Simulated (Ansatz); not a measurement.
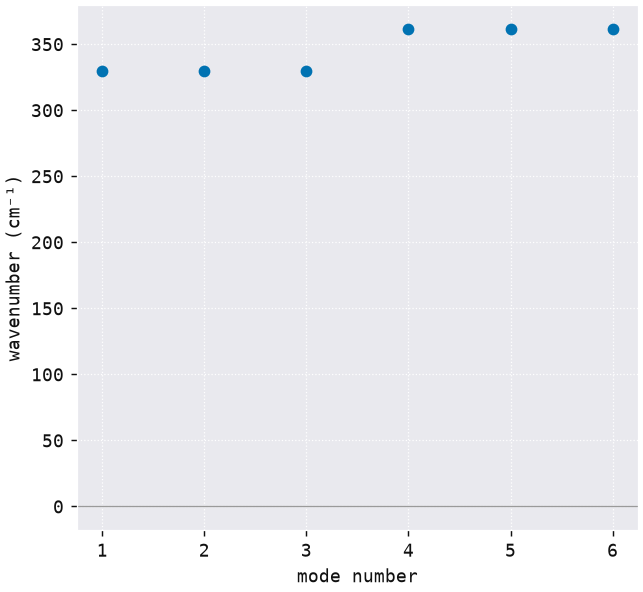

The plot gives the computed zone-centre optical phonon frequencies (the three acoustic modes are left out) for Al₂Cu, space group Fm-3m (No. 225).

Starting cell:
```yaml
crystal:
  lattice:
    - [-1.93918, 1.93918, 2.74242]
    - [1.93918, -1.93918, 2.74242]
    - [1.93918, 1.93918, -2.74242]
  atoms:
    - { symbol: Al, position: [0.75000, 0.25000, 0.50000] }
    - { symbol: Al, position: [0.25000, 0.75000, 0.50000] }
    - { symbol: Cu, position: [0.50000, 0.50000, 0.00000] }
```

Calculation (Ansatz 0.2.0): harmonic phonon frequencies at the zone centre with atoms at rest in the given cell, without the long-range term of polar modes, the three translations left out, imaginary frequencies are negative; plane waves with PAW datasets, Γ-centred k mesh. Level: PBEsol, no spin polarisation.

wave cutoff 420 eV; k mesh 16×16×16; occupations Fermi–Dirac; smearing width 0.15 eV; pressure 18 GPa; phonon method linear response.

Question: Is the structure dynamically stable by these modes?

Answer: No frequency is imaginary, so the structure is stable to these displacements (zone-boundary modes weren't tested here).

Question: Where does the highest mode lie?

Answer: The highest mode lies at 361.4 cm⁻¹.

Limits of the calculation: metal sensitive to the k mesh.

The computed values:

```csv
frequency (cm⁻¹)
329.6
329.6
329.6
361.4
361.4
361.4
```
